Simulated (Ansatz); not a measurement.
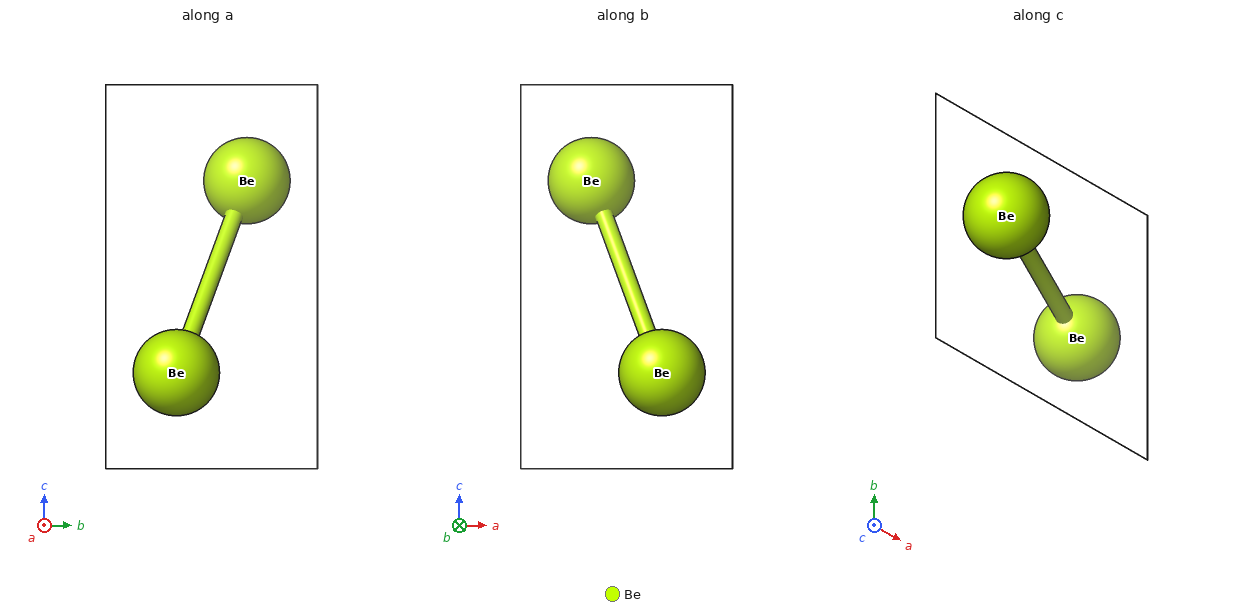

Shown here is a ball-and-stick view of the crystal, taken along the a axis, along the b axis and along the c axis. Atoms at the boundary of the conventional unit cell (the box) are drawn once for each face, edge or corner they touch.

Lattice parameters: a = 2.223 Å, b = 2.223 Å, c = 3.491 Å, α = 90.00°, β = 90.00°, γ = 120.00°. Put a along x and b in the xy plane.

**Transcribe the picture into a POSCAR file.**

```
Be
1.0
     2.223    0.000    0.000
    -1.111    1.925    0.000
     0.000    0.000    3.491
Be
2
Direct
  0.3333 0.6667 0.7500
  0.6667 0.3333 0.2500
```

The initial geometry was a structure type filled with this element by a generator (whether the element takes this form wasn't checked). Earlier steps of the study may have refined or changed the cell and positions. It was the input of a calculation with Ansatz.

At this level of theory the cell isn't at rest (compressed, at 11 GPa), so its distances can differ from those at equilibrium, the more so the softer the solid.
